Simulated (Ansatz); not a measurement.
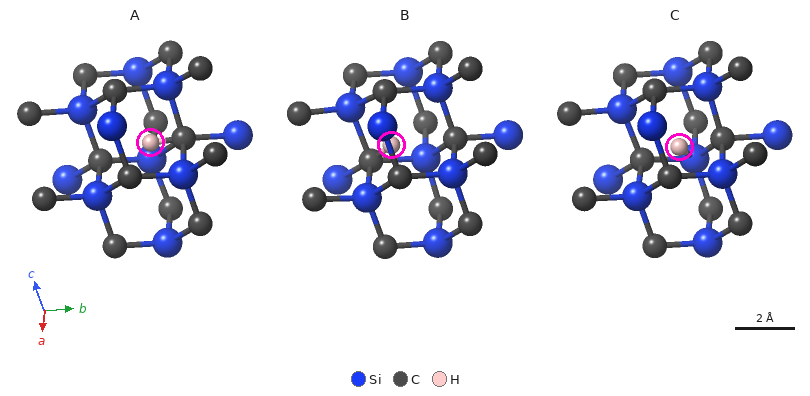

3 geometries from a converged minimum-energy path of a defect cell of composition Si16HC16 (cell charge +1) (33 atoms in the cell), shuffled. A ball-and-stick model of the atoms within 4.1 Å of the middle of the path, seen from a free direction. The moving atom is ringed, with any periodic copies. Bonds to atoms that aren't drawn are left out.

Method: Ansatz, DFT PBE, scalar-relativistic, plane waves, PAW. Settings: plane-wave cutoff 420 eV; k-point mesh 2 × 2 × 2; Gaussian smearing 0.02 eV; 5 movable images; climbing image.

> One of them is the converged climbing image. Which?

C. In order along the path, whose images run from 0 to 6: A (image 1, +0.01 eV), C (image 3, +0.51 eV), B (image 6, 0.00 eV). The H atom travels furthest, 1.09 Å from end to end, along [−1 −2 −1], on a path that bends up to 0.27 Å away from the straight line. At the highest image its nearest neighbour (C) is 1.50 Å away, against 1.12 Å at the start, and the surrounding atoms stand up to 0.07 Å off the mean of their end positions. Breaking: C–H (1.12 → 2.18 Å). Forming: C–H (2.18 → 1.12 Å).

Limits of the set-up: the periodic images lie only 7.6 Å apart, so the values are limited by the cell's size; the cell is charged, on a uniform background, and energies carry no finite-size correction.

The run took 2.9 min on 4 threads of Arm Neoverse V2, on a shared host, peak memory 1.7 GiB.
